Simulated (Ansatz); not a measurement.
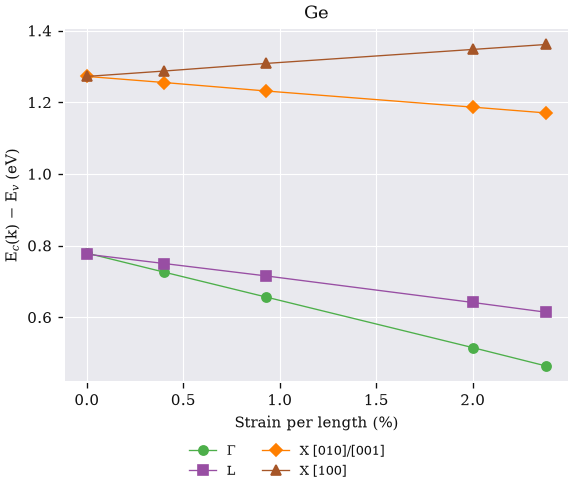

Lowest conduction level at each named k point, counted from the valence-band top at Γ.

System: diamond-type Ge, space group Fd-3m, 2 atoms in the primitive cell, relaxed with r2SCAN; unstrained, cubic a = 5.674 Å. The cell is strained along x with the other two lengths held; symmetry fixes the atoms. Points keep the names of the unstrained cell; those that the strain makes unlike carry their directions on the cubic axes x, y, z. Method: HSE06, Ansatz PAW set, no spin polarisation, no spin-orbit coupling, 6×6×6 k mesh, 420 eV cutoff, Fermi-Dirac smearing of 0.02 eV (Ansatz).

Q: How does the strain split the X points of the conduction band?

A: Unstrained, the X points are equivalent. At +2.38 % the lowest conduction level is 1.17 eV at X [010]/[001] and 1.36 eV at X [100] above the valence top, a splitting of 0.19 eV, or 80 meV for each 1 % of strain on average.

The values:
```csv
strain,Γ (eV),L (eV),X [010]/[001] (eV),X [100] (eV)
0 %,0.78,0.78,1.27,1.27
+0.4 %,0.73,0.75,1.26,1.29
+0.93 %,0.66,0.72,1.23,1.31
+2 %,0.52,0.64,1.19,1.35
+2.38 %,0.46,0.61,1.17,1.36
```

The strain splits the threefold valence top at Γ, and levels count from its highest part. Spin-orbit coupling is left out, which matters for Ge. The k mesh is thin for exact exchange. The PAW data sets were made with another functional. The cell was built by a generator and needn't be a form met in nature.
